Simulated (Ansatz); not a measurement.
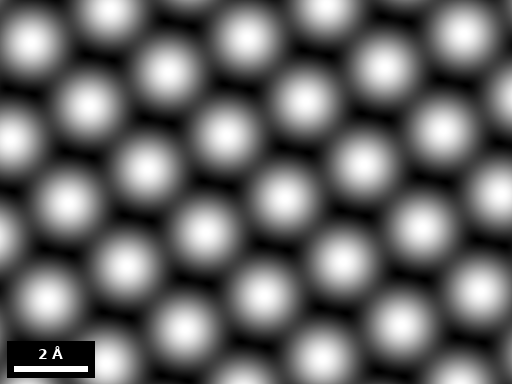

Z-contrast image of V (Fm-3m, No. 225). Simulation: incoherent imaging, intensity Z^1.6 per atom, probe width 1.30 Å, thin sample. The probe carries 15 % of its weight in a tail 2.5 times as wide. The display is stretched by a gamma of 0.65; percentages refer to the linear signal. Structure: the geometry given to an electronic-structure calculation, possibly off equilibrium; the starting structure was generated, so it need not be a known form of this composition.

```cif
data_structure
_symmetry_space_group_name_H-M 'Fm-3m'
_symmetry_Int_Tables_number 225
_cell_length_a 3.8407
_cell_length_b 3.8407
_cell_length_c 3.8407
_cell_angle_alpha 90.000
_cell_angle_beta 90.000
_cell_angle_gamma 90.000
_cell_volume 56.66
loop_
_atom_site_label
_atom_site_type_symbol
_atom_site_symmetry_multiplicity
_atom_site_Wyckoff_symbol
_atom_site_fract_x
_atom_site_fract_y
_atom_site_fract_z
_atom_site_occupancy
V1 V 4 a 0.00000 0.00000 0.00000 1
```

### Along which zone axis is the crystal seen: [110], [001], [211] or [210]? (Directions equivalent by symmetry count as one.)

[110]. The projected cells are 2.35 × 2.35 Å, 109° for [110]; 1.92 × 1.92 Å, 90° for [001]; 1.36 × 2.22 Å, 90° for [211]; 0.86 × 1.92 Å, 90° for [210], and the image repeats as the [110] one does.
